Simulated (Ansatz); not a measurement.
System: Pd, space group Fd-3m (No. 227) (one of a set of cubic test structures, which need not be the stable phase).

How it was computed, with Ansatz 0.2.0 development build: equation of state of a cubic crystal from periodic Kohn-Sham density functional theory without spin, third-order Birch-Murnaghan fit to the free energies; pressure corrected for the finite basis. Level: PBE.

structure type diamond; atoms in cell 2; space group number 227; lattice centring face-centred primitive; k mesh 32×32×32; occupation method Fermi–Dirac; occupation width 0.06123 eV; wave cutoff 420 eV; datasets soft-1 PAW; density tolerance 1e−07 eV; bands 22; density cutoff ratio 4; search for lower states default.

Predict the energy above the lowest point and pressure against volume. The volume takes the values 23.05, 23.54, 24.03, 24.52, 25.01, 25.50, 25.99 Å³/atom.

A third-order Birch–Murnaghan fit gives V0 = 24.50 Å³/atom, B0 = 65.8 GPa and B′ = 5.4. The energy above the lowest point is 20.2 meV/atom at volume 23.05 Å³/atom and 16.4 meV/atom at 25.99 Å³/atom; the lowest computed point is at volume 24.52 Å³/atom (0.0 meV/atom), and no other minimum shows. The pressure falls from 4.747 GPa at volume 23.05 Å³/atom to −3.311 GPa at 25.99 Å³/atom, and changes sign near 24.51 Å³/atom.

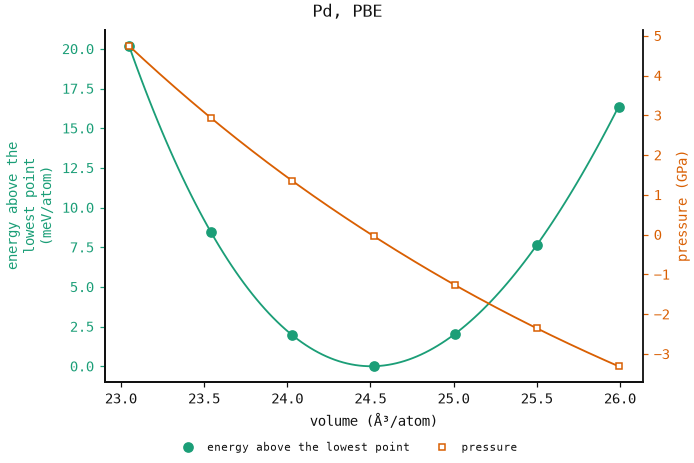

Keep in mind: cubic model structure, not the ambient form; no spin polarisation, a magnetic state may lie lower.
